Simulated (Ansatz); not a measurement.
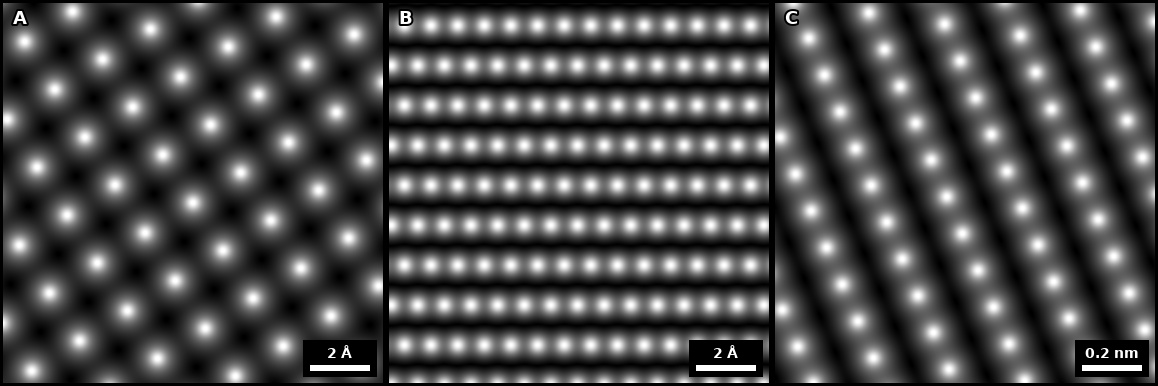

Three views of Si (Fm-3m, No. 225) along different zone axes. Computed as the sum of neutral-atom potentials (tabulated electron scattering factors, B = 0.3 Å²) projected along the beam and smoothed by 0.25 Å; brighter is more positive. The display is stretched by a gamma of 0.6; percentages refer to the linear signal. Model: the input geometry of a calculation; the starting structure was generated, so it need not be a known form of this composition.

Space group Fm-3m (No. 225). a = 3.866 Å, b = 3.866 Å, c = 3.866 Å, α = 90.00°, β = 90.00°, γ = 90.00°
```json
{"atom": "Si", "site": "4a", "symmetry": "m-3m", "x": "0.0000", "y": "0.0000", "z": "0.0000"}
```

### Match the panels to the zone axes [001], [211] and [221].

A is [001]: projected cell 1.93 × 1.93 Å, 90°, plane group p4mm. B is [221]: projected cell 0.91 × 1.44 Å, 108°, plane group c2mm. C is [211]: projected cell 1.37 × 2.23 Å, 90°, plane group p2mm.
